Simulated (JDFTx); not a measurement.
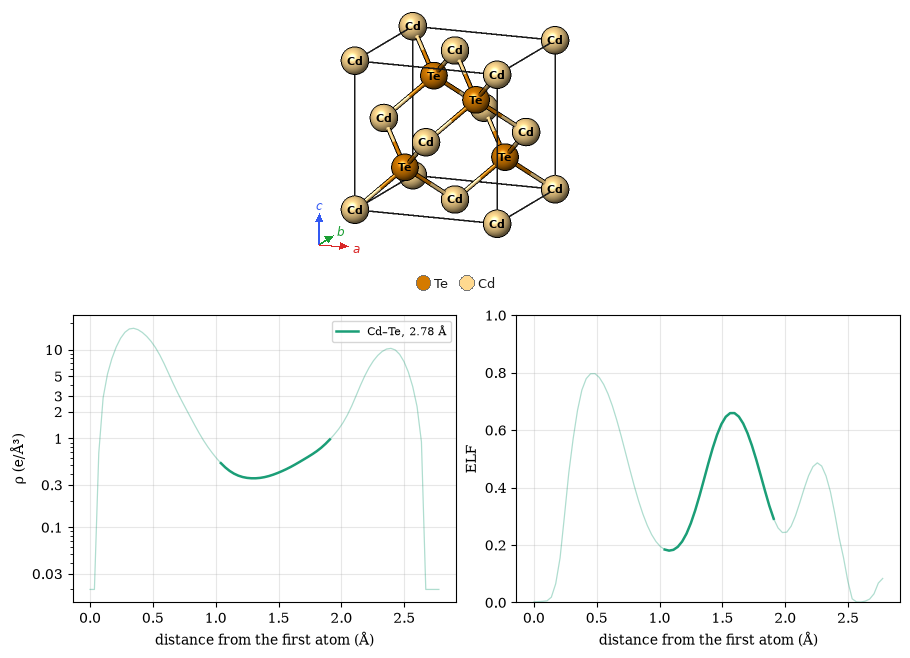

*CdTe. Valence charge density (pseudo) and electron localisation function along straight lines between neighbouring atoms. Thin, pale parts lie inside the atomic spheres. The structure is drawn too.*

Space group F-43m.

These are results of Kohn-Sham DFT of a periodic cell, PBEsol, PseudoDojo-SR-PBEsol-0.4.1-standard (JDFTx), not measurements.

The density is the valence pseudo-density of a pseudopotential calculation; it isn't the true density close to the nuclei.

Q: What can be read from the curves?

A: Cd–Te (2.78 Å): ρ is about 0.37 e/Å³ halfway; the ELF is about 0.50 at the midpoint.
